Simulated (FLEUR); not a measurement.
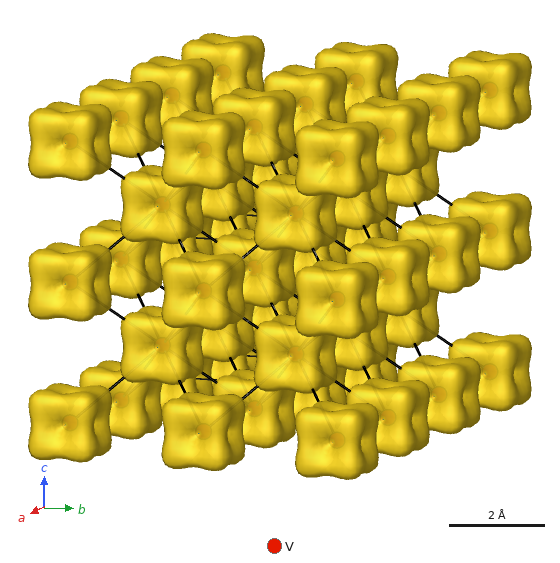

Figure 1: V. Isosurfaces of the spin density at +0.05 (yellow) and −0.05 e/Å³ (cyan), seen slightly off an axis. Sticks mark near contacts.

Space group Im-3m; spin-polarised.

Level of theory: FLEUR, Kohn-Sham DFT of a periodic cell, SCAN, all-electron.

Which atoms carry the moments, and with what signs?

The spin density sits on V: +0.5 μB (×2) in one cell of 2 atoms: parallel main moments, as they must be, since the calculation's own cell holds one magnetic site. The cell of the calculation (1 atoms) carries 0.6 μB of net spin moment.
